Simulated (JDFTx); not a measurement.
GaSb: single-point calculation

The run: single-point calculation of GaSb (F-43m, 2 atoms in the cell). Method and program: Kohn-Sham DFT of a periodic cell, r2SCAN, SG15-PBE-1.2, no spin polarisation (JDFTx 1.7.0 (patched build)).

The structure derives from an entry of the Crystallography Open Database. The run did not end well.

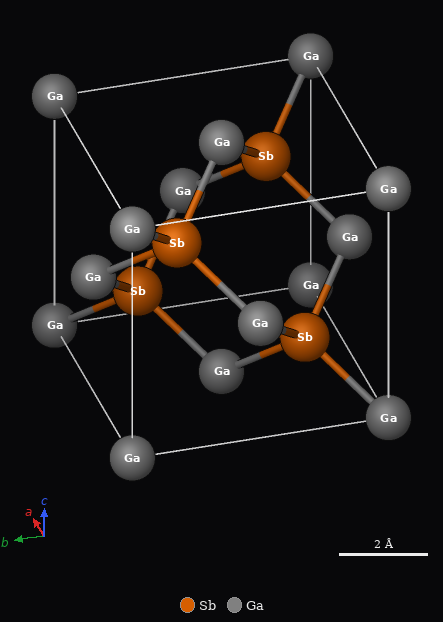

Fig. 1: The structure as given in the input (ball-and-stick view of the cell 4 times as large as that of the calculation, set on its symmetry axes, seen at an oblique angle).

Input:
```
include GaSb.lattice
coords-type Lattice
include GaSb.ionpos

ion-species pseudo/Sb.upf
ion-species pseudo/Ga.upf
elec-cutoff 40 320
elec-ex-corr mgga-x-r2scan mgga-c-r2scan
kpoint-folding 3 3 3
elec-smearing Fermi 0.0018374661
elec-n-bands 21
electronic-SCF nIterations 100 energyDiffThreshold 1e-09
electronic-minimize nIterations 30 energyDiffThreshold 1e-7
converge-empty-states yes
forces-output-coords Cartesian

dump-name run.$VAR
dump End Ecomponents EigStats BandEigs Kpoints Forces Stress ElecDensity KEdensity
```

File GaSb.lattice:
```
lattice \
    0.0000000000     5.7806722152     5.7806722152 \
    5.7806722152     0.0000000000     5.7806722152 \
    5.7806722152     5.7806722152     0.0000000000
```

File GaSb.ionpos:
```
ion Sb     0.7500000000     0.7500000000     0.7500000000 1
ion Ga     0.0000000000     0.0000000000     0.0000000000 1
```

Launch command:
```bash
jdftx -c 1 -i GaSb.in -o GaSb.out
```

Output:
```
*************** JDFTx 1.7.0 (patched build) ***************

Input parsed successfully to the following command list (including defaults):
[... the input with its defaults ...]

---------- Setting up symmetries ----------

Found 48 point-group symmetries of the bravais lattice
Found 24 space-group symmetries with basis
Applied RMS atom displacement 0 bohrs to make symmetries exact.

---------- Initializing the Grid ----------
R =
[            0      5.78067      5.78067  ]
[      5.78067            0      5.78067  ]
[      5.78067      5.78067            0  ]
unit cell volume = 386.336
G =
[  -0.543465   0.543465   0.543465  ]
[   0.543465  -0.543465   0.543465  ]
[   0.543465   0.543465  -0.543465  ]
Minimum fftbox size, Smin = [  68  68  68  ]
Chosen fftbox size, S = [  70  70  70  ]

---------- Initializing tighter grid for wavefunction operations ----------
R =
[            0      5.78067      5.78067  ]
[      5.78067            0      5.78067  ]
[      5.78067      5.78067            0  ]
unit cell volume = 386.336
G =
[  -0.543465   0.543465   0.543465  ]
[   0.543465  -0.543465   0.543465  ]
[   0.543465   0.543465  -0.543465  ]
Minimum fftbox size, Smin = [  48  48  48  ]
Chosen fftbox size, S = [  48  48  48  ]

---------- Exchange Correlation functional ----------
Initialized LibXC exchange functional 'Re-regularized SCAN exchange by Furness et al'
Initialized LibXC correlation functional 'Re-regularized SCAN correlation by Furness et al'

---------- Setting up pseudopotentials ----------
Width of ionic core gaussian charges (only for fluid interactions / plotting) set to 0

Reading pseudopotential file 'pseudo/Sb.upf':
  'Sb' pseudopotential, 'PBE' functional
  Generated using ONCVPSP code by D. R. Hamann
  15 valence electrons, 0 orbitals, 6 projectors, 602 radial grid points, with lMax = 2
  Core radius for overlap checks: 2.77 bohrs.

Reading pseudopotential file 'pseudo/Ga.upf':
  'Ga' pseudopotential, 'PBE' functional
  Generated using ONCVPSP code by D. R. Hamann
  13 valence electrons, 0 orbitals, 6 projectors, 602 radial grid points, with lMax = 2
  Core radius for overlap checks: 2.11 bohrs.

Initialized 2 species with 2 total atoms.

Folded 1 k-points by 3x3x3 to 27 k-points.

---------- Setting up k-points, bands, fillings ----------
Adding inversion symmetry to k-mesh for non-inversion-symmetric unit cell.
Reduced to 4 k-points under symmetry.
Computing the number of bands and number of electrons
Calculating initial fillings.
nElectrons:  28.000000   nBands: 21   nStates: 4

----- Setting up reduced wavefunction bases (one per k-point) -----
average nbasis = 4672.778 , ideal nbasis = 4668.195

---------- Setting up ewald sum ----------
Optimum gaussian width for ewald sums = 2.625481 bohr.
Real space sum over 1331 unit cells with max indices [  5  5  5  ]
Reciprocal space sum over 2197 terms with max indices [  6  6  6  ]

---------- Allocating electronic variables ----------
Initializing wave functions:  (No orbitals for LCAO)  bandwidth-limited random numbers

Setting the auxilliary hamiltonian equal to the subspace hamiltonian.

-------- Electronic minimization -----------
Will mix electronic and kinetic density at each iteration.
	FillingsUpdate:  mu: +1.263738404  nElectrons: 28.000000
	FillingsUpdate:  mu: -1.013427979  nElectrons: 28.000000
SCF: Cycle:  0   F: -110.941550855398660   dF: -3.527e+01   |Residual|: 4.748e+00   |deigs|: 1.790e+00
	FillingsUpdate:  mu: -0.985228108  nElectrons: 28.000000
SCF: Cycle:  1   F: -123.870272532379317   dF: -1.293e+01   |Residual|: 1.191e+01   |deigs|: 4.566e-01
	FillingsUpdate:  mu: -1.285976388  nElectrons: 28.000000
SCF: Cycle:  2   F: -120.351659750177930   dF: +3.519e+00   |Residual|: 2.471e+01   |deigs|: 7.042e-01
	FillingsUpdate:  mu: -1.302811344  nElectrons: 28.000000
SCF: Cycle:  3   F: -117.508918776448581   dF: +2.843e+00   |Residual|: 3.185e+01   |deigs|: 1.548e-01
	FillingsUpdate:  mu: -0.718359601  nElectrons: 28.000000
SCF: Cycle:  4   F: -124.288919978922110   dF: -6.780e+00   |Residual|: 3.127e+01   |deigs|: 5.640e-01
	FillingsUpdate:  mu: -1.220067379  nElectrons: 28.000000
SCF: Cycle:  5   F: +157.718422101571775   dF: +2.820e+02   |Residual|: 4.926e+01   |deigs|: 9.552e+01
	FillingsUpdate:  mu: -232.848878106  nElectrons: 28.000000
SCF: Cycle:  6   F: +549.875495108722930   dF: +3.922e+02   |Residual|: 1.258e+02   |deigs|: 1.828e+02
	FillingsUpdate:  mu: -180.054599813  nElectrons: 28.000000
SCF: Cycle:  7   F: +569.580858637566962   dF: +1.971e+01   |Residual|: 1.303e+02   |deigs|: 6.809e+01
	FillingsUpdate:  mu: -51.167933437  nElectrons: 28.000000
SCF: Cycle:  8   F: +597.683047511133964   dF: +2.810e+01   |Residual|: 1.707e+02   |deigs|: 2.198e+02
	FillingsUpdate:  mu: +4.439805348  nElectrons: 28.000000
SCF: Cycle:  9   F: +12.492143221088968   dF: -5.852e+02   |Residual|: 1.458e+01   |deigs|: 3.958e+02
	FillingsUpdate:  mu: +1.168164905  nElectrons: 28.000000
[... 80 further cycles ...]
SCF: Cycle: 90   F: -135.120949173391523   dF: -8.734e+00   |Residual|: 5.669e-01   |deigs|: 3.103e-01
	FillingsUpdate:  mu: -0.087297711  nElectrons: 28.000000
SCF: Cycle: 91   F: -97.356696681895698   dF: +3.776e+01   |Residual|: 8.489e+00   |deigs|: 3.949e-01
	FillingsUpdate:  mu: +0.315601270  nElectrons: 28.000000
SCF: Cycle: 92   F: -135.210563058696522   dF: -3.785e+01   |Residual|: 4.647e-01   |deigs|: 4.042e-01
	FillingsUpdate:  mu: +0.319106689  nElectrons: 28.000000
SCF: Cycle: 93   F: -135.233548064816318   dF: -2.299e-02   |Residual|: 4.338e-01   |deigs|: 3.520e-02
	FillingsUpdate:  mu: +0.011350847  nElectrons: 28.000000
SCF: Cycle: 94   F: -108.854811555977136   dF: +2.638e+01   |Residual|: 6.901e+00   |deigs|: 4.217e-01
	FillingsUpdate:  mu: +0.320298101  nElectrons: 28.000000
SCF: Cycle: 95   F: -135.231677578603325   dF: -2.638e+01   |Residual|: 5.208e-01   |deigs|: 4.210e-01
	FillingsUpdate:  mu: +0.318778906  nElectrons: 28.000000
SCF: Cycle: 96   F: -135.230543983866568   dF: +1.134e-03   |Residual|: 5.514e-01   |deigs|: 6.987e-03
	FillingsUpdate:  mu: +0.320654399  nElectrons: 28.000000
SCF: Cycle: 97   F: -135.230385434756926   dF: +1.585e-04   |Residual|: 5.731e-01   |deigs|: 2.944e-03
	FillingsUpdate:  mu: -0.726675614  nElectrons: 28.000000
SCF: Cycle: 98   F: +282.848531925261796   dF: +4.181e+02   |Residual|: 7.811e+01   |deigs|: 4.222e+02
	FillingsUpdate:  mu: +0.989582675  nElectrons: 28.000000
SCF: Cycle: 99   F: -122.428060984795849   dF: -4.053e+02   |Residual|: 1.010e+01   |deigs|: 4.223e+02
SCF: None of the convergence criteria satisfied after 100 iterations.

WARNING: filled levels still moved by 5.2e+02 Eh in the last cycle and may be farther than that from their end: converge the SCF further.
Setting wave functions to eigenvectors of Hamiltonian
Converging empty states (this may take a while): |deigs|: 1.337e+00

# Stress tensor in Cartesian coordinates [Eh/a0^3]:
[   -0.0332776            0            0  ]
[            0   -0.0332776            0  ]
[            0            0   -0.0332776  ]

# Ionic positions in lattice coordinates:
ion Sb   0.750000000000000   0.750000000000000   0.750000000000000 1
ion Ga   0.000000000000000   0.000000000000000   0.000000000000000 1

# Forces in Cartesian coordinates:
force Sb  -0.000000000000000   0.000000000000000   0.000000000000000 1
force Ga   0.000000000000000   0.000000000000000  -0.000000000000000 1

# Energy components:
   Eewald =      -91.6498378830169855
       EH =       20.0759687230124868
     Eloc =      -69.7830281227050051
      Enl =      -38.0889575293964810
      Exc =      -12.9764601432686959
       KE =       69.9944181104764169
-------------------------------------
     Etot =     -122.4278968448982567
       TS =        0.0001641398975922
-------------------------------------
        F =     -122.4280609847958488

IonicMinimize: Iter:   0  F: -122.428060984795849  |grad|_K:       -nan
IonicMinimize: None of the convergence criteria satisfied after 0 iterations.

Dumping 'run.eigStats' ...
	eMin: -2.642643 at state 1 ( [ +0.000000 +0.000000 +0.333333 ] spin 0 )
	HOMO: -0.354320 at state 0 ( [ +0.000000 +0.000000 +0.000000 ] spin 0 )
	mu  : -0.100000
	LUMO: -0.048501 at state 0 ( [ +0.000000 +0.000000 +0.000000 ] spin 0 )
	eMax: +0.622522 at state 0 ( [ +0.000000 +0.000000 +0.000000 ] spin 0 )
	HOMO-LUMO gap: +0.305819
	Optical gap  : +0.305819 at state 0 ( [ +0.000000 +0.000000 +0.000000 ] spin 0 )
WARNING: the last solve of the electrons (or of bands or displaced states from it) ended unconverged.
Done!
```

What the run reported:

- outcome: not converged
- space group (tolerance 0.01 Å): F-43m (216)
- electrons treated: 28
- free energy: −3331.4373 eV
- Fermi energy: 26.928 eV
- gap on the k-point mesh: none (metallic)
- pressure: 979.06 GPa
- largest force (length of the vector): under 0.001 eV/Å
- hardware: 1 thread of AMD EPYC (Zen 3), 128 GiB of memory available, shared host
- wall time: 8.7 min
- peak memory: 0.26 GiB

The run did not converge. Its last values are not results. The record of the run, not the program, notes: electrons: none of the convergence criteria satisfied. Notes on the run: WARNING: filled levels still moved by 5.2e+02 Eh in the last cycle and may be farther than that from their end: converge the SCF further; WARNING: the last solve of the electrons (or of bands or displaced states from it) ended unconverged. Points of doubt noted for this run: coarse mesh; metagga forces on grid.
